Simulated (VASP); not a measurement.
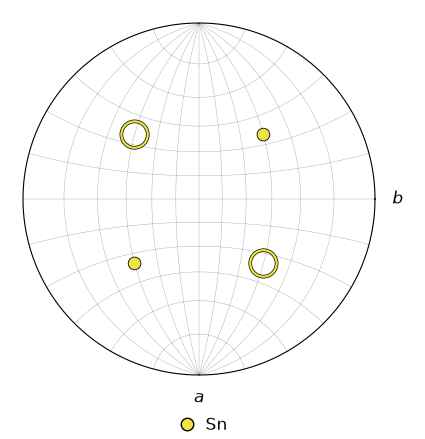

Directions from one tin atom at (1/4, 1/4, 1/4) to its bonded neighbours, in stereographic projection down c (filled: above the plane of the page or in it, open: below). Crystal: Sn, an entry of the Crystallography Open Database, as set up for an electronic-structure calculation. All values are computed from the atomic coordinates in the standard setting (tolerance 0.002 Å).

Neighbours are counted up to 3.14 Å for Sn.

```
CELL_PARAMETERS angstrom
6.46669 0.00000 0.00000
0.00000 6.46669 0.00000
0.00000 0.00000 6.46669
ATOMIC_POSITIONS crystal
Sn 0.25000 0.25000 0.25000
Sn 0.50000 0.00000 0.50000
Sn 0.25000 0.75000 0.75000
Sn 0.50000 0.50000 0.00000
Sn 0.75000 0.25000 0.75000
Sn 0.00000 0.00000 0.00000
Sn 0.75000 0.75000 0.25000
Sn 0.00000 0.50000 0.50000
```

How many neighbours are there, and at what angles?

4: 4 Sn at 2.80 Å. Angles between bonds: 109° (6×).

What is the site's symmetry in the crystal?

Point group -43m (Td), order 24: three −4 axes, four threefold axes, six mirror planes. In Fd-3m, No. 227, origin choice 1 this is Wyckoff position 8a.
